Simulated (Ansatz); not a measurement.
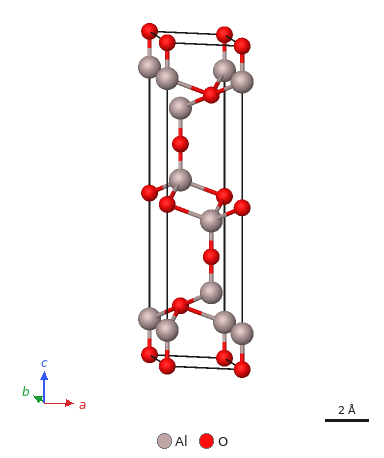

An orthographic ball-and-stick view of the structure, slightly off an axis. One conventional unit cell is framed, with atoms on its boundary repeated. Cell: a = 3.64 Å, b = 3.64 Å, c = 15.22 Å, α = 90.00°, β = 90.00°, γ = 120.00°.

The cell started as a random cell made by a generator, so it need not be a real form of the compound. Earlier steps of the study, as a rule a relaxation of our own, may have changed the cell and positions, so they can lie some per cent off the listed ones. Ansatz was used for an electronic-structure calculation on it.

Q: Characterise what is shown.

A: It has the composition AlO. The atoms follow space group R-3m (No. 166); the Bravais lattice is rhombohedral (trigonal R). It has 12 atoms to the cell (6 Al, 6 O). Al bonds to four O in a distorted tetrahedral arrangement at about 1.7 to 2.3 Å. O takes two kinds of site: 3a with two Al in a linear arrangement at about 1.7 Å; 3b with six Al at about 2.3 Å. The bonds build a three-dimensional framework.

The numbers come from Ansatz, DFT PBE, scalar-relativistic, plane waves, PAW, using a cutoff energy of 420 eV, k-points about 0.11 Å⁻¹ apart, Gaussian smearing of 0.1 eV, no spin polarisation.

Q: Classify it as metallic or gapped, with the value.

A: A metal: bands cross the Fermi level.

Q: How are the electrons shared out in a Bader analysis?

A: Al +1.73 e; O -1.79 to -1.67 e.

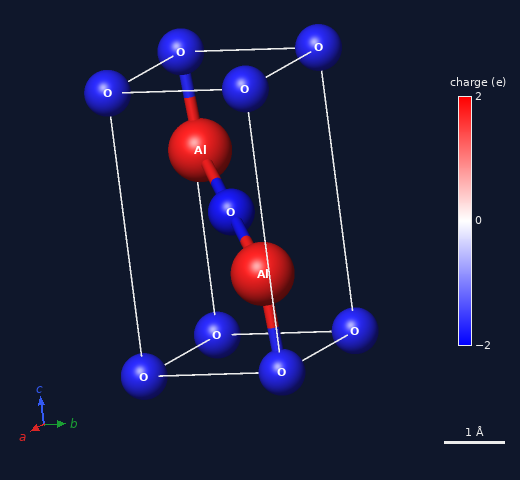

The atoms coloured by those charges. The run's cell of 4 atoms is drawn in a reduced setting, so axes and origin can differ from the first picture.

Q: Is this an equilibrium geometry for the method given?

A: Yes. All forces vanish to within 0.01 eV/Å. The pressure is 0.0 GPa, close to zero.
